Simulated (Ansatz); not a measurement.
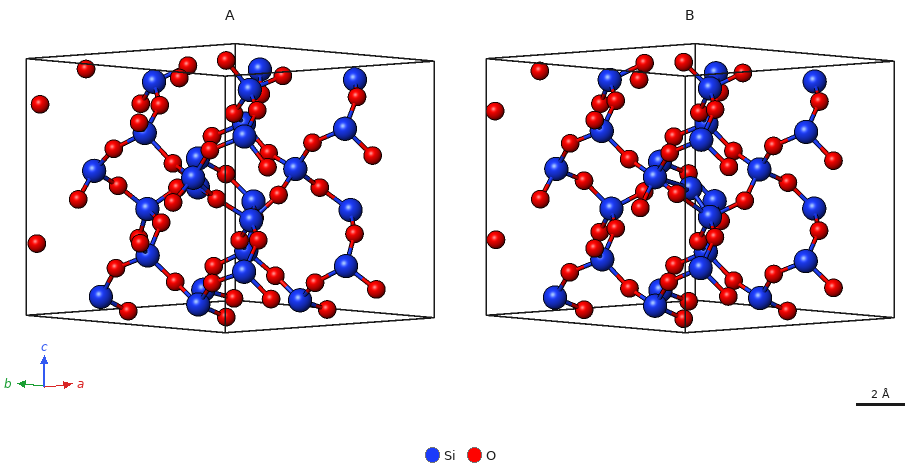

Two geometries of a defect cell of composition Si$_{25}$O$_{48}$ (cell charge +2), drawn at one scale. One is the start of a relaxation, the other its converged end. A ball-and-stick model of the cell of the calculation (origin shifted), seen from a free direction.

Level of theory: Ansatz 0.2.0, DFT, PBEsol, PAW, plane waves. Set-up: plane-wave cutoff 420 eV; k-point mesh 1 × 1 × 1; mesh shifted by (0.25, 0.25, 0.25); no spin polarisation; atoms relaxed in a fixed cell; force threshold 0.03 eV/Å; at most 80 steps.

Which geometry has the lower energy?

Answer. Structure A is the relaxed one. Over 19 geometry steps the energy falls by 26.868 eV per cell of the calculation. The largest force component goes from 52 to 0.024 eV/Å. The largest move is that of a Si atom, 1.39 Å along [−1 2 0]. Largest moves by element: Si 1.39 Å, O 0.67 Å. The cell stays as it was. Some distances before and after: O–Si 3.597 → 2.157 Å, Si–Si 1.645 → 2.944 Å, O–Si 2.377 → 3.555 Å, Si–Si 3.025 → 4.166 Å. New bonds form, among them: O–Si (3.03 → 1.99 Å). Bonds break, among them: Si–Si (1.64 → 2.94 Å). Among the angles between lasting bonds that change: O–Si–O 146.9° → 89.2°, O–Si–O 79.9° → 107.0°, O–Si–O 82.2° → 106.0°. The run took 21 s on 1 × NVIDIA GB300 Max-Q with 8 threads of Arm Neoverse-V2, peak memory 1.8 GiB.

Limits of the set-up: the cell is charged, on a uniform background, and energies carry no finite-size correction.
